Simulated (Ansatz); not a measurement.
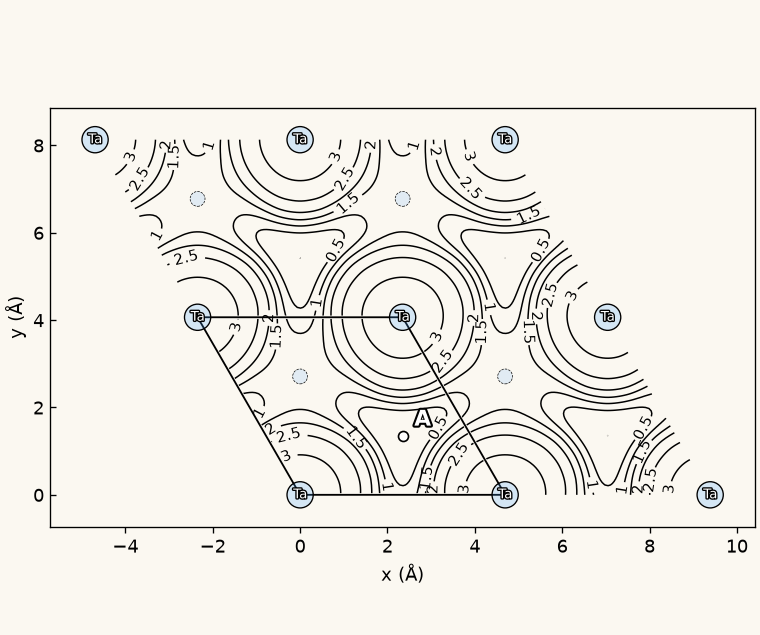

Si on a Ta(111) slab cut from the Im-3m phase, its upper half relaxed before the scan (6 atoms of substrate and one adsorbate in a 1 × 1 cell). Si is moved over the surface cell; relaxed at each place: the height of the adsorbate's atoms; substrate rigid; the origin of the map has the adsorbate above Ta6. Places are given modulo a cell vector. The map is drawn in real space over the plane of the surface. The scan uses a 9 × 9 grid; 19 points were computed and 62 follow by symmetry. Energies: eV, counted from the lowest grid point. With one adsorbate in each 1 × 1 cell, its nearest image is 4.7 Å away, so neighbouring adsorbates interact. All numbers below come from DFT PBE, scalar-relativistic, plane waves, PAW in Ansatz. Settings: cutoff 420 eV, k-mesh 6×6×1, gaussian smearing 0.1 eV, no spin polarisation.

In the figure: contour lines labelled in eV, labelled circles for the atoms of the top layer and small ones for the second layer, the outline of one cell of the 2 × 2 shown, the point A. Between grid points the surface is interpolated.

### What is the easiest way out of the well at A, and how high is the barrier?

The easiest path leads from the well at a threefold hollow over a third-layer Ta atom, (6/9, 3/9) of the cell vectors to its copy one period on. Its highest point lies about 1.4 eV above the bottom of the first well on the interpolated surface, at about (0.28, 0.72) of the cell vectors. This is the barrier on the constrained surface; relaxing the other coordinates would change it.

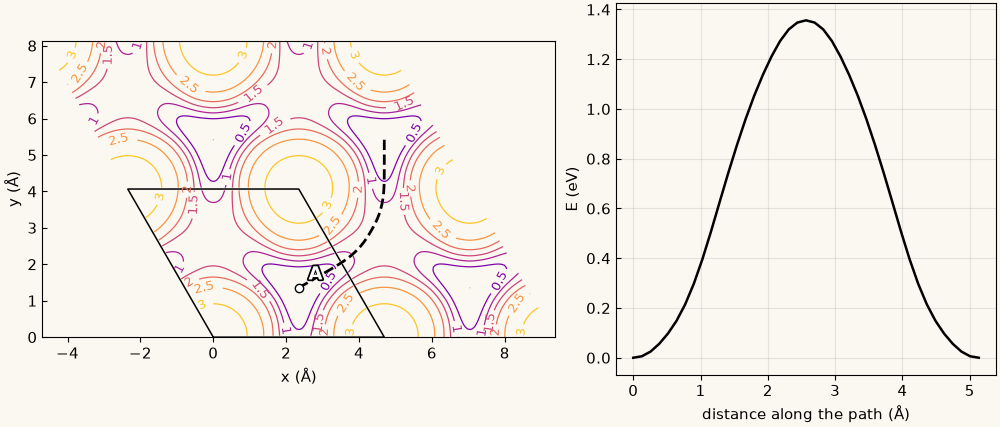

In the figure: contour lines labelled in eV, a line along the lowest path, the outline of one cell of the 2 × 2 shown, the energy along the path at the right. Between grid points the surface is interpolated.

PAW datasets: the set soft_1.
